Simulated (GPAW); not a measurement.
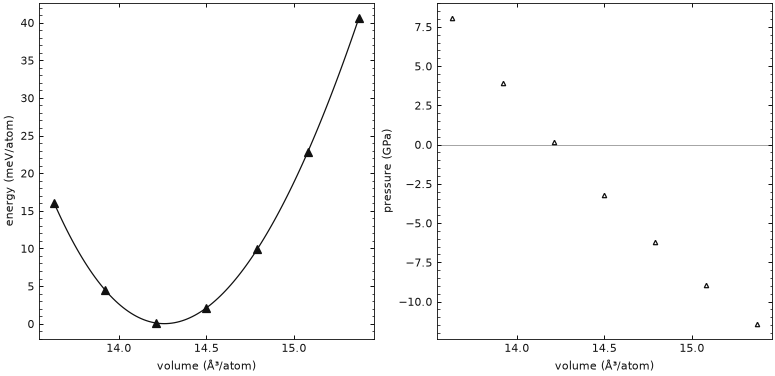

The picture above shows the energy and pressure against volume for YN, space group Fm-3m (No. 225).

Cell as given: a = 3.449 Å, b = 3.449 Å, c = 3.449 Å, α = 60.00°, β = 60.00°, γ = 60.00°; 2 atoms.

Method: PAW DFT in plane waves, on a grid or in atomic orbitals, no spin polarisation; energies at scaled volumes of the given cell, shape and fractions fixed, counted from the fit's minimum, third-order Birch-Murnaghan fit (GPAW 26.7.0). Level: PBEsol.

k mesh 9×9×9; occupations Fermi–Dirac; smearing width 0.05 eV; potentials PAW data sets made by gpaw setup for the functional; wave cutoff 800 eV; program settings basis pw.

Give the fitted equation-of-state parameters.

A third-order Birch–Murnaghan fit gives V0 = 14.26 Å³/atom, B0 = 171 GPa and B′ = 4.1.

What does the pressure do across the range?

It falls from 8.05 GPa at volume 13.63 Å³/atom to −11.41 GPa at 15.37 Å³/atom, and changes sign near 14.22 Å³/atom.
